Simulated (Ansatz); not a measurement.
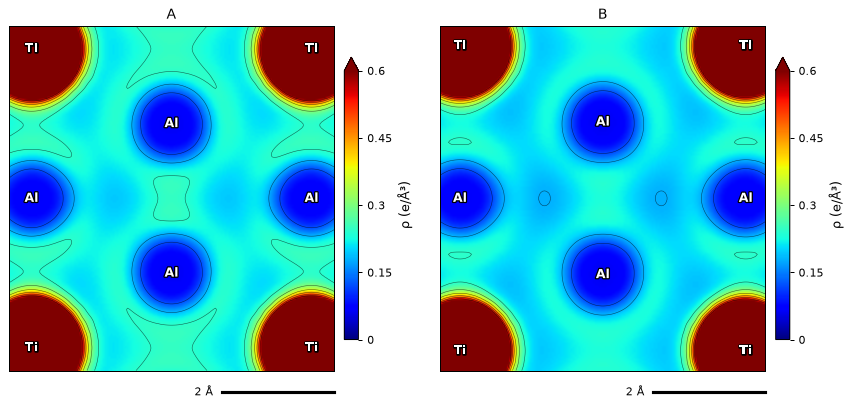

TiAl₃. The valence electron density of two cells that differ in size, on the (110) plane of each (indices in the axes of the calculation cell), at one length scale and on one colour scale; one has 15.0 and the other 15.9 Å³ an atom.

Method: Ansatz, Kohn-Sham DFT of a periodic cell, PBEsol, Ansatz PAW.

The density is the valence pseudo-density of a PAW calculation; it isn't the true density close to the nuclei.

Question: Which is the denser cell? Describe the effect of the change.

Answer: Panel A is the smaller cell, by 6 % in volume. From the larger cell to the smaller, Ti–Al goes from 2.72 to 2.67 Å, and the density at its midpoint from 0.23 to 0.24 e/Å³; Al–Al goes from 2.72 to 2.67 Å, and the density at its midpoint from 0.23 to 0.25 e/Å³; the pressure goes from −2.6 to 4.4 GPa.
